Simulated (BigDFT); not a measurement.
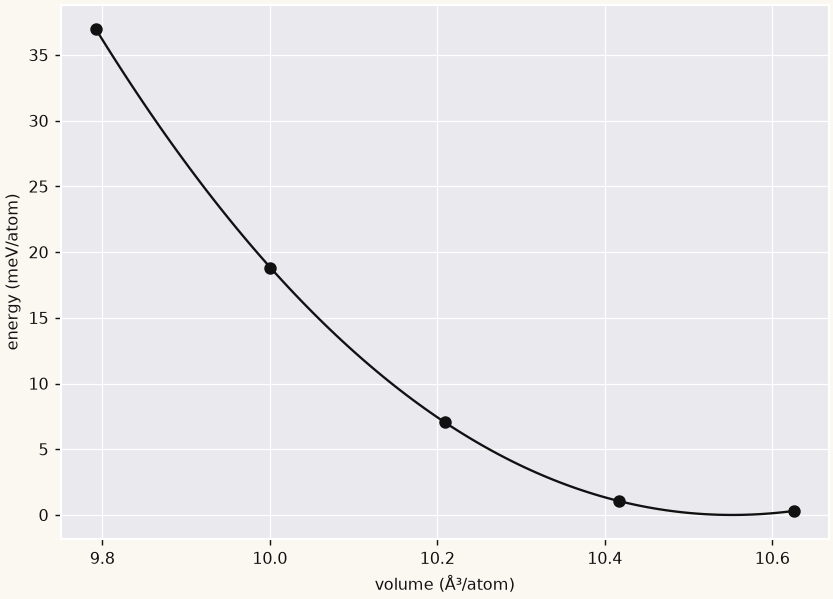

The figure shows the energy against volume.

Method: DFT in wavelets with pseudopotentials, no spin polarisation; energies at scaled volumes of the given cell, shape and fractions fixed, counted from the fit's minimum, third-order Birch-Murnaghan fit (BigDFT 1.9.6). Level: PBE.

**For which of these solids was it computed?**
A. CdS, F-43m (No. 216)
B. Al, Im-3m (No. 229)
C. NaCl, Fm-3m (No. 225)
D. AlN, F-43m (No. 216)

D, AlN: energy from 0.31 meV/atom to 36.97 meV/atom, V0 10.55 Å³/atom, B0 192 GPa. The others give: NaCl, energy from 0.11 meV/atom to 8.81 meV/atom, V0 22.06 Å³/atom, B0 22.5 GPa; CdS, energy from 0.01 meV/atom to 53.61 meV/atom, V0 25.84 Å³/atom, B0 58.3 GPa; Al, energy from 0.03 meV/atom to 46.28 meV/atom, V0 17.04 Å³/atom, B0 59.8 GPa.

For Al, limits of the calculation: the fit and the printed pressures don't fully agree, or the minimum lies near the end of the range.

For AlN, limits of the calculation: coarse mesh.

For CdS, limits of the calculation: coarse mesh.
